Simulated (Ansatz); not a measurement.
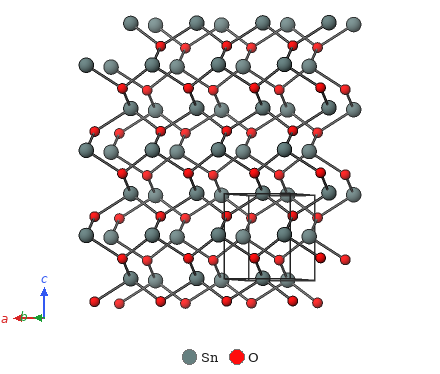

SnO (space group Pmn2_1, No. 31): the geometry relaxed in a fixed cell with Ansatz, DFT PBE+D3(BJ), scalar-relativistic, plane waves, PAW.

Bonds are taken as O–Sn below 2.4 Å; no other contact counts. The graph is simplified in the usual way: terminal and isolated atoms are pruned, two-connected atoms become edges.

What kind of net remains, and which atoms are its nodes?

A uninodal 3-connected, two-periodic (layers) net: Sn and O are 3-connected nodes.

Which named net is it?

It is the hcb net, known from graphene.

How do the layers lie?

The layers lie parallel to (010).

Give the point symbol of each node (shortest cycle at each angle).

Sn and O: 6³.

How many nodes does the smallest cycle have?

Six.

The simplified net, drawn on the atoms' positions. Nodes are coloured by element. One layer is drawn. Edges to nodes outside the piece are drawn as stubs.

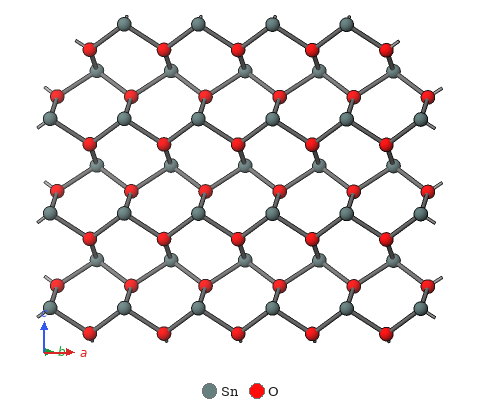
